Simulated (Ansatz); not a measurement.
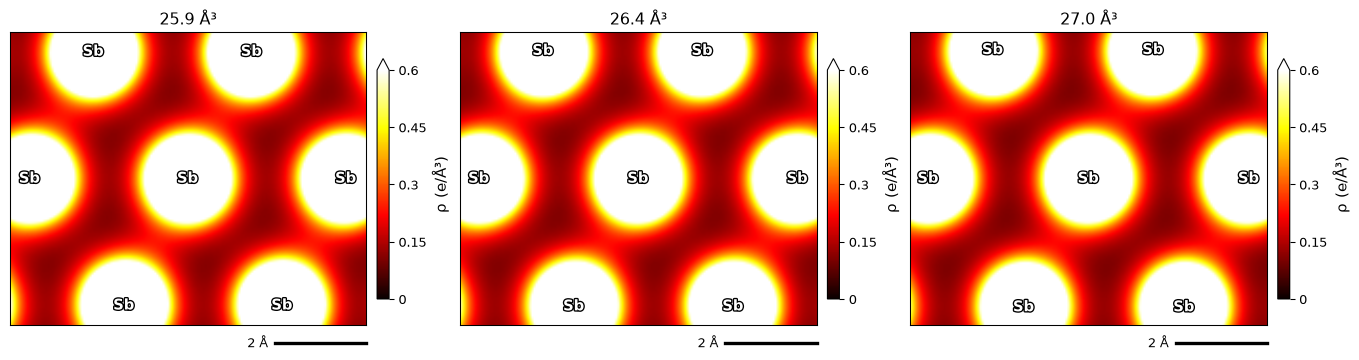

Sb. The valence charge density (pseudo) of cells scaled evenly to different volumes (given per atom above each panel), on the (010) plane of each (indices in the axes of the cell below), at one length scale and on one colour scale.

A structure from a database of computed crystals, not necessarily the ambient phase.

All numbers below come from Kohn-Sham DFT of a periodic cell, PBEsol, Ansatz PAW in Ansatz.

The density is the valence pseudo-density of a PAW calculation; it isn't the true density close to the nuclei.

The largest cell:

```
Sb
1.0
    -1.59729    1.59729    2.74763
     1.59729   -1.59729    2.74763
     1.59729    1.59729   -2.74763
Sb
1
Direct
  0.00000 0.00000 0.00000
```

| volume (Å³/atom) | Sb–Sb contact in the plane (Å) | ρ at its midpoint (e/Å³) | pressure (GPa) | 
| --- | --- | --- | --- |
| 25.88 | 3.110 | 0.238 | 1.5 | 
| 26.42 | 3.132 | 0.231 | 0.0 | 
| 26.96 | 3.153 | 0.224 | −1.3 | 
| 27.50 | 3.174 | ? | ? | 
| 28.04 | 3.195 | 0.211 | −3.5 | 

Estimate the missing row, and compare with the calculation.

Over the known rows ln ρ falls by 1.42 per Å of Sb–Sb distance (a least-squares line), which gives 0.217 e/Å³ at 3.174 Å; the calculation gives 0.217 e/Å³. For the pressure, a straight line in volume between the neighbouring rows gives −2.4 GPa; the calculation gives −2.4.
